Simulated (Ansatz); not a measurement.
## Energy of PtSe₂ along an even scaling of the cell

System: PtSe₂ (P-3m1, 3 atoms in the cell).
Method: Kohn-Sham DFT of a periodic cell, PBE with D3(BJ), Ansatz PAW, no spin polarisation (Ansatz 0.2.0).

The 5 runs differ only in the geometry, by an even scaling of the cell at fixed fractional positions. The structure derives from an entry of the Crystallography Open Database.

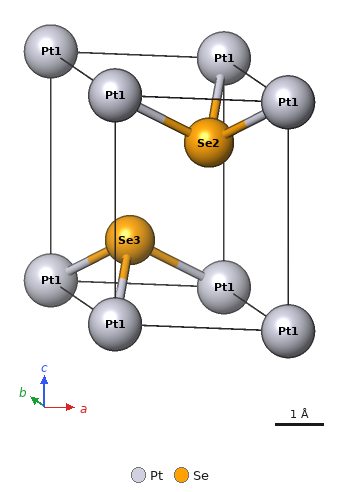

Figure 1. The structure of run 3 (ball-and-stick view of the cell of the calculation, seen slightly off an axis; atoms are numbered from 1 in the order of the input).

## Input of run 3
```yaml
crystal:
  lattice:
    - [3.6990059583, 0.0, 0.0]
    - [-1.8495029792, 3.2034331287, 0.0]
    - [0.0, 0.0, 5.028025822]
  atoms:
    - { symbol: Pt, position: [0.0, 0.0, 0.0] }
    - { symbol: Se, position: [0.6666666667, 0.3333333333, 0.75] }
    - { symbol: Se, position: [0.3333333333, 0.6666666667, 0.25] }
hamiltonian:
  xc: pbe
  pseudopotentials: { kind: paw }
  dispersion: d3bj
kpoints:
  mp_grid: { grid: [8, 8, 5] }
scf:
  occupations: { method: fermi_dirac, width: 0.05 }
output:
  forces: true
  stress: true
  eigenvalues: true
```

Command:
```bash
ansatz run input.yaml --threads 2 --pin off --max-ram 5120MiB --backend cpu --events-out ev --progress --plain --runs-dir out
```

Run 4 differs from it as follows:
```diff
-    - [3.6990059583, 0.0, 0.0]
-    - [-1.8495029792, 3.2034331287, 0.0]
-    - [0.0, 0.0, 5.028025822]
+    - [3.724, 0.0, 0.0]
+    - [-1.862, 3.2250786037, 0.0]
+    - [0.0, 0.0, 5.062]
```

## Results, with one run withheld

| run | volume per atom (Å³) | free energy per atom, from the lowest run given (meV) | pressure (GPa) |
| --- | --- | --- | --- |
| 1 | 19.049 | 66.29 | 13.37 |
| 2 | 19.455 | 37.23 | 9.68 |
| 3 | 19.860 | 16.96 | 6.40 |
| 4 | 20.265 | ? | ? |
| 5 | 21.076 | 0.00 | −1.48 |

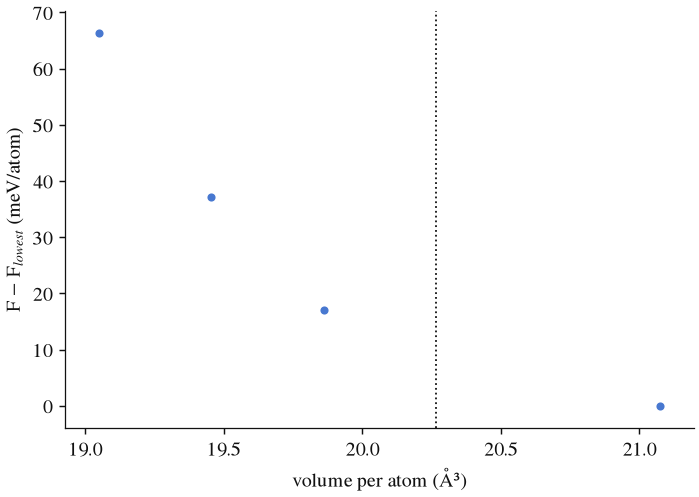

Figure 2. Free energy per atom of the runs given; the dotted line marks run 4.

Estimate the energy of run 4 from the others.

A quadratic polynomial in V^(−2/3) (the Birch–Murnaghan form), fitted to the 4 runs given, misses them by at most 0.03 meV per atom. With x = V^(−2/3) − 0.13647 Å⁻², it reads F = 17.938 + 9020.5 x + 1.0547e+06 x² (meV per atom). At run 4 it gives 4.43 meV per atom, and the run itself gives 4.56. The slope of the fit gives a pressure −dF/dV of 3.50 GPa there, and the run prints 3.47 GPa. The fit has its minimum at 20.806 Å³ per atom, where V d²F/dV² gives 126 GPa. Cell shape and fractional positions are held, so this is the stiffness under even scaling; the relaxed bulk modulus wasn't computed and can be far lower in a crystal of layers, chains or molecules like this one.

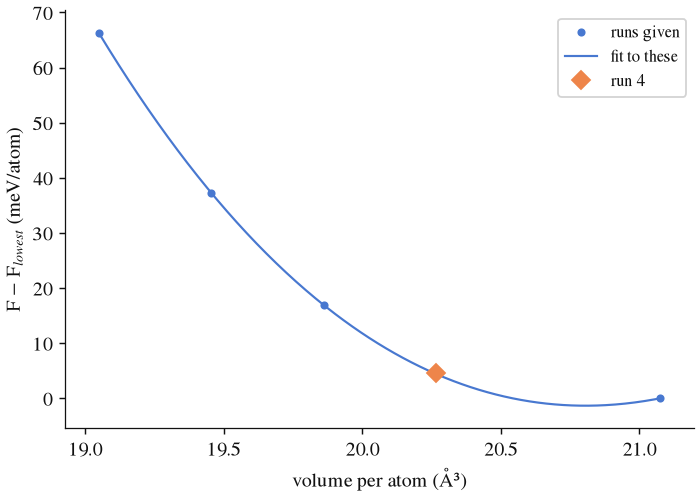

Figure 3. The fit and the withheld run.

## Output, shortened to warnings, some set-up lines, iterations and results (run 4)
```
Basis set: ecut = 420 eV, 1205 PW (Γ), exchange–correlation on 50×50×72 points (8 copies of the dense FFT grid, shifted against one another)
Symmetry: 12 space group operations
k-points: 40 of 320
Initial density: superposition of atomic densities (neutral atoms: chi_scale 0, normalization atom), corrected by the library's trained network
[...]
SCF iter   1: F=—  HF=-23463.685695 eV  |F-HF|=—  |Δ(HF+E_count)|=         —  Δρ=3.04e-3  dr2=4.60e-3  ethr=1.77e-3  ⟨swp⟩=5.9  Hψ=4700  notcnv=0
SCF iter   2: F=—  HF=-23463.687861 eV  |F-HF|=—  |Δ(HF+E_count)|=   2.17e-3  Δρ=2.01e-3  dr2=3.66e-3  ethr=9.20e-6  ⟨swp⟩=2.0  Hψ=2464  notcnv=0  defer=5
SCF iter   3: F=—  HF=-23463.687143 eV  |F-HF|=—  |Δ(HF+E_count)|=   7.18e-4  Δρ=3.33e-4  dr2=6.01e-5  ethr=7.31e-6  ⟨swp⟩=2.0  Hψ=1525  notcnv=0  defer=5
SCF iter   4: F=—  HF=-23463.687128 eV  |F-HF|=—  |Δ(HF+E_count)|=   1.53e-5  Δρ=4.29e-5  dr2=5.36e-7  ethr=1.20e-7  ⟨swp⟩=2.0  Hψ=2115  notcnv=0  defer=5
SCF iter   5: F=-23463.687129 eV  HF=-23463.687129 eV  |F-HF|=1.56e-8  |Δ(HF+E_count)|=   1.07e-6  Δρ=6.26e-6  dr2=1.20e-8  ethr=1.07e-9  ⟨swp⟩=2.7  Hψ=2220  notcnv=0  defer=5
SCF iter   6: F=-23463.687129 eV  HF=-23463.687129 eV  |F-HF|=2.04e-9  |Δ(HF+E_count)|=   2.37e-8  Δρ=1.96e-6  dr2=1.37e-9  ethr=2.40e-11  ⟨swp⟩=2.6  Hψ=4376  notcnv=0
SCF 1 converged in 6 iterations: F = -23463.687129 eV  dr2 = 1.37e-9
SCF converged after 6 iterations
Free energy (F): -23463.687129 eV
Harris-Foulkes:  -23463.687129 eV  (|F-HF|=2.04e-9)
Internal energy: -23463.681772 eV  (E = F + TS)
E sigma→0 (E₀):  -23463.684451 eV
Entropy (-TS):   -0.005357 eV (-1.786 meV/atom)
Fermi energy:    13.365619 eV
--- Per-component energies (eV) ---
  E_band       = -958.420636
  E_kinetic    = 876.381330
  E_local      = -6791.634958  (includes V_loc(G=0)·N_el)
  E_nonlocal   = -990.524568
  E_hartree    = 3150.779962
  E_xc         = -471.393538
  E_vxc        = -500.875134  (∫ρ·V_xc dr)
  E_paw        = -13277.922357  (= ΣΔE_a)
  E_vpaw       = 146.675404  (= ΣTr[D̂ρ^β])
  E_aug_tail   = -0.000985  (compensation charges beyond the density's cutoff)
  E_ewald      = -5957.935364
  E_disp       = -1.431295  (pairwise vdW)
  E_smearing   = -0.005357  (= −TS)
  E_closure    = -0.000000  (closes the sum)
  Σ components = -23463.687129   (vs F -23463.687129, Δ=0.00e0)
--- Forces (eV/Å), atoms counted from 1 ---
  atom   1  Pt    -0.00000000    -0.00000000     0.00000000
  atom   2  Se     0.00000000    -0.00000000    -0.61899306
  atom   3  Se    -0.00000000     0.00000000     0.61899306
  max |Σ_I F_I| component: 2.31e-18 eV/Å
--- Stress (GPa, compression-positive) ---
        4.114000      -0.000000      -0.000000
        0.000000       4.114000       0.000000
       -0.000000       0.000000       2.172389
  P = ⅓ Tr σ = 3.4668 GPa (34.668 kbar)
```

Notes: Spin–orbit coupling is left out, which matters for Pt.
